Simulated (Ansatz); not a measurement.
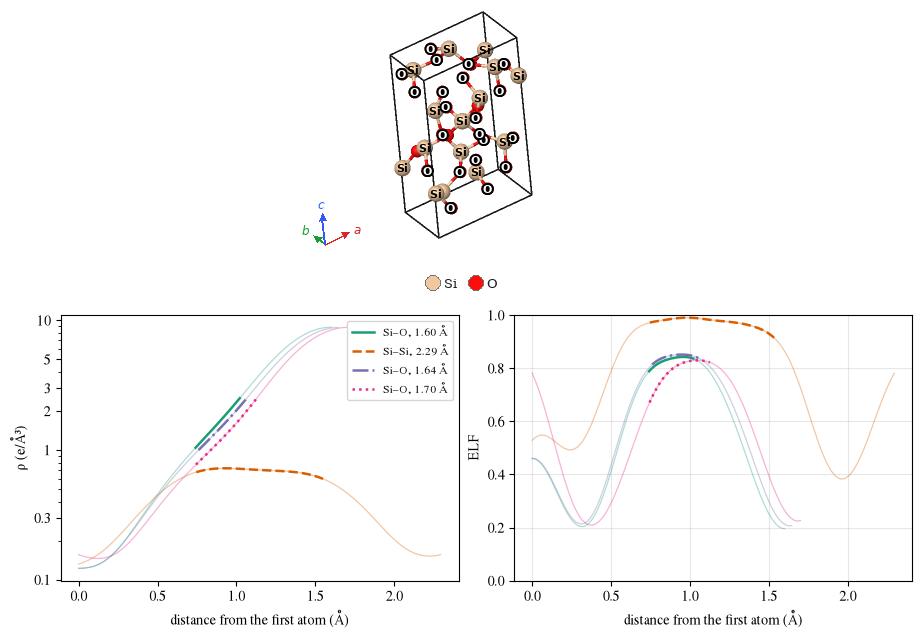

The picture shows: Si₁₃O₂₄ (cell with a defect). Valence pseudo-density and ELF along straight lines between neighbouring atoms. Thin, pale parts lie inside the atomic spheres. The structure is drawn too.

PAW files of the earlier set (soft_1).

Computed with DFT PBE, scalar-relativistic, plane waves, PAW (Ansatz 0.2.0).

In a PAW calculation such maps are meaningful between the atoms, not at the nuclei.

```xyz
37
Lattice="-2.4550 4.2522 5.4000 4.9100 0.0000 5.4000 4.9100 8.5044 0.0000" Properties=species:S:1:pos:R:3 pbc="T T T"
Si    7.2489    8.4489    3.4976
Si    3.9552    1.9078    7.4003
Si    6.2356    2.4243    5.4746
O     6.3480    9.5645    4.2196
O     0.5453    1.8619    1.3846
O     0.7642    4.9004    7.7006
O     0.0734    3.5536    4.5077
O     0.3959    6.9424    6.0028
O     3.5183    3.4481    7.8164
Si    4.6654    4.3275    3.7182
Si    6.3209    6.3345    7.1258
Si    6.2253   10.6711   10.6686
O     3.8042    5.5738    4.3137
O     2.7408    5.8178    0.9711
O     3.1534    9.0533    7.9047
O     3.0102    7.9416    5.1171
O     2.7579   10.8648    5.9709
O     1.8631    7.4759    2.7572
Si    4.3588    4.5041    8.7479
Si    1.3149    6.3726    7.2423
Si    3.7686    6.6091    5.5804
O     3.6029    5.6901    9.5767
O     2.9122    6.1600    6.9044
O     0.6922    5.0957    2.4796
O     5.5571    3.8154    4.9822
O     5.2893    6.9379    6.0261
O     3.6686    3.1664    3.1193
Si    2.5187    8.5750    3.7201
Si    3.7528   10.3557    7.1486
Si    6.4576   10.3515    5.6532
O     6.2389    9.6210    9.4325
O     5.1842    9.8980    6.5762
O     3.8502    9.3474    3.2093
O     8.2657    7.8227    4.5924
O     7.8390    9.8075    6.3211
O     6.3184    7.3157    2.8242
Si    1.4804    4.1092    5.2820
```

Q: Compare the contacts.

A: Si–O (1.60 Å): the density is about 1.2 e/Å³ at the midpoint; the ELF peaks at about 0.85 between the atoms (a short, strongly polar bond).
Si–Si (2.29 Å): the density is about 0.7 e/Å³ at the midpoint; the ELF peaks at about 1 between the atoms, as expected for a covalent bond.
Si–O (1.64 Å): ρ at the midpoint is about 1.2 e/Å³; the ELF peaks at about 0.85 between the atoms; a polar covalent bond.
Si–O (1.70 Å): the density is about 1 e/Å³ at the midpoint; the ELF peaks at about 0.85 between the atoms (a polar covalent bond).
